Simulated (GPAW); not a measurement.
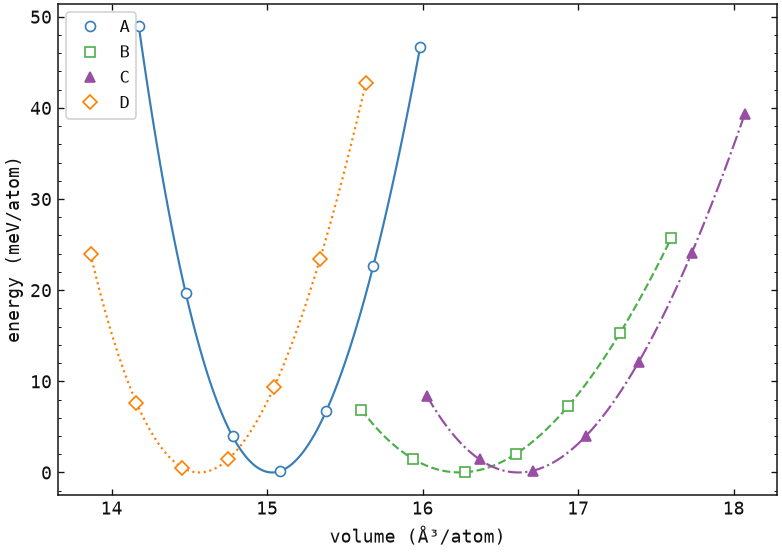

The figure shows the energy against volume, with one curve for each element, for Ag, Al, Pd and Pt (all in space group Fm-3m (No. 225)). The labels are replaced by letters.

Method: PAW DFT in plane waves, on a grid or in atomic orbitals, no spin polarisation; energies at scaled volumes of the given cell, shape and fractions fixed, counted from the fit's minimum, third-order Birch-Murnaghan fit (GPAW 26.7.0). Level: PBEsol.

```
       setting                                                value
   occupations                                          Fermi–Dirac
smearing width                                              0.05 eV
    potentials  PAW data sets made by gpaw setup for the functional
   wave cutoff                                               600 eV
```

### Which letter stands for which compound?

A: Pt; B: Al; C: Ag; D: Pd.

Limits of the calculation: spin-orbit coupling left out, heavy elements (Pt).
